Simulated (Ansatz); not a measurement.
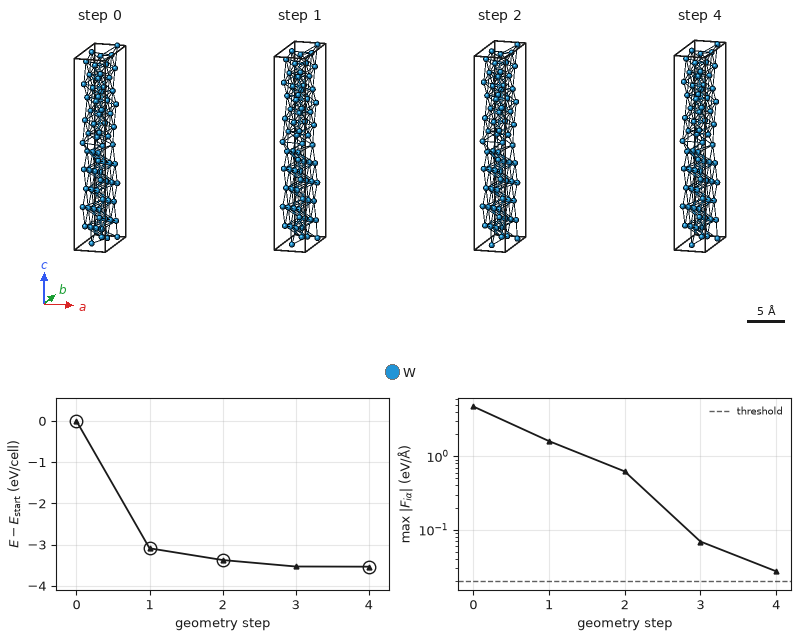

Frames of a relaxation of an interface cell of composition W, marked on the history of the run. Style: ball-and-stick. Shown: the conventional cell (2 times the calculation's cell) (origin shifted), slightly off an axis. Lengths and directions refer to the drawn axes.

Case: symmetric tilt boundary Sigma 9 (4 1 1), mirror between planes, shift [0.5, 0].

These are results of Ansatz 0.2.0, DFT PBE, scalar-relativistic, plane waves, PAW, not measurements.

The input:
```yaml
crystal:
  lattice:
    - [4.5022272031, 0.0, 0.0]
    - [-2.2511136016, 4.7753330787, 0.0]
    - [0.0, 0.0, 27.3133632188]
  atoms:
    - { symbol: W, position: [0.8333333333, 0.6666666667, 0.0685718013] }
    - { symbol: W, position: [0.1111111111, 0.2222222222, 0.0960444782] }
    - { symbol: W, position: [0.9444444444, 0.8888888889, 0.1784625086] }
    - { symbol: W, position: [0.2222222222, 0.4444444444, 0.2059351854] }
    - { symbol: W, position: [0.5, 1.0, 0.2334078622] }
    - { symbol: W, position: [0.3333333333, 0.6666666667, 0.3158258927] }
    - { symbol: W, position: [0.6111111111, 0.2222222222, 0.3432985695] }
    - { symbol: W, position: [0.4444444444, 0.8888888889, 0.4257166] }
    - { symbol: W, position: [0.7222222222, 0.4444444444, 0.4531892768] }
    - { symbol: W, position: [0.2777777778, 0.5555555556, 0.0136264477] }
    - { symbol: W, position: [0.5555555556, 0.1111111111, 0.0410991245] }
    - { symbol: W, position: [0.3888888889, 0.7777777778, 0.123517155] }
    - { symbol: W, position: [0.6666666667, 0.3333333333, 0.1509898318] }
    - { symbol: W, position: [0.7777777778, 0.5555555556, 0.2608805391] }
    - { symbol: W, position: [0.0555555556, 0.1111111111, 0.2883532159] }
    - { symbol: W, position: [0.8888888889, 0.7777777778, 0.3707712463] }
    - { symbol: W, position: [0.1666666667, 0.3333333333, 0.3982439232] }
    - { symbol: W, position: [0.0, 1.0, 0.4806619536] }
    - { symbol: W, position: [0.3333333333, 0.6666666667, 0.9259363814] }
    - { symbol: W, position: [0.6111111111, 0.2222222222, 0.8984637046] }
    - { symbol: W, position: [0.4444444444, 0.8888888889, 0.8160456741] }
    - { symbol: W, position: [0.7222222222, 0.4444444444, 0.7885729973] }
    - { symbol: W, position: [0.0, 1.0, 0.7611003205] }
    - { symbol: W, position: [0.8333333333, 0.6666666667, 0.67868229] }
    - { symbol: W, position: [0.1111111111, 0.2222222222, 0.6512096132] }
    - { symbol: W, position: [0.9444444444, 0.8888888889, 0.5687915828] }
    - { symbol: W, position: [0.2222222222, 0.4444444444, 0.5413189059] }
    - { symbol: W, position: [0.7777777778, 0.5555555556, 0.980881735] }
    - { symbol: W, position: [0.0555555556, 0.1111111111, 0.9534090582] }
    - { symbol: W, position: [0.8888888889, 0.7777777778, 0.8709910278] }
    - { symbol: W, position: [0.1666666667, 0.3333333333, 0.8435183509] }
    - { symbol: W, position: [0.2777777778, 0.5555555556, 0.7336276437] }
    - { symbol: W, position: [0.5555555556, 0.1111111111, 0.7061549668] }
    - { symbol: W, position: [0.3888888889, 0.7777777778, 0.6237369364] }
    - { symbol: W, position: [0.6666666667, 0.3333333333, 0.5962642596] }
    - { symbol: W, position: [0.5, 1.0, 0.5138462291] }
basis:
  ecutwfc: 420
kpoints:
  mp_grid: { grid: [8, 8, 2] }
hamiltonian:
  xc: pbe
scf:
  occupations: { method: gaussian, width: 0.1 }
output:
  forces: true
  stress: true
  eigenvalues: true
  populations: true
  write_density: true
  write_potential: true
  elf: true
  volumetric_format: npy
relax:
  adjacent_minimum: "off"
  f_tol: 0.02
  max_steps: 60
  cell: { fix: [a, b, alpha, beta, gamma], stress_tol: 0.1 }
```

Launched with:
```bash
ansatz run input.yaml --threads 4 --pin off --max-ram 11264MiB --backend cpu --events-out ev --progress --plain --runs-dir out
```

Describe the path.

Answer. The run was cut off at its time limit before the relaxation converged, so the last structure is only a point on the way. The energy falls by 3.533 eV per cell of the calculation in 4 geometry steps. Largest force component: 4.7 eV/Å at the start, 0.027 eV/Å at the end. Pressure: 4.91 GPa at the start and −1.09 GPa at the end. The largest moves relative to the cell, 0.26 Å, are those of W10 and W28. W28 goes along [0 −1 −2]. The volume changes by +1.6 %, with a unchanged at 4.502 Å, b unchanged at 9.551 Å, c 27.313 → 27.749 Å (+1.6 %). Among the contacts that change: W10–W19 2.453 → 2.854 Å, W18–W26 2.465 → 2.854 Å, W10–W28 2.422 → 2.660 Å, W18–W36 2.427 → 2.660 Å. From step 0 to 1: W atoms move most (0.20 Å), volume +1.1 %, energy −3.087 eV per cell of the calculation. From step 1 to 2: W atoms move most (0.11 Å), volume +0.3 %, energy −0.285 eV per cell of the calculation. From step 2 to 4: W atoms move most (0.03 Å), volume +0.2 %, energy −0.161 eV per cell of the calculation.

| step | E − E(0), meV/atom | largest force component, eV/Å | pressure, GPa | volume, Å³/atom |
| --- | --- | --- | --- | --- |
| 0 | 0.00 | 4.7382 | 4.91 | 16.312 |
| 1 | -85.76 | 1.6038 | 0.00 | 16.484 |
| 2 | -93.67 | 0.6216 | -0.41 | 16.533 |
| 3 | -98.03 | 0.0693 | -1.24 | 16.580 |
| 4 | -98.15 | 0.0273 | -1.09 | 16.572 |
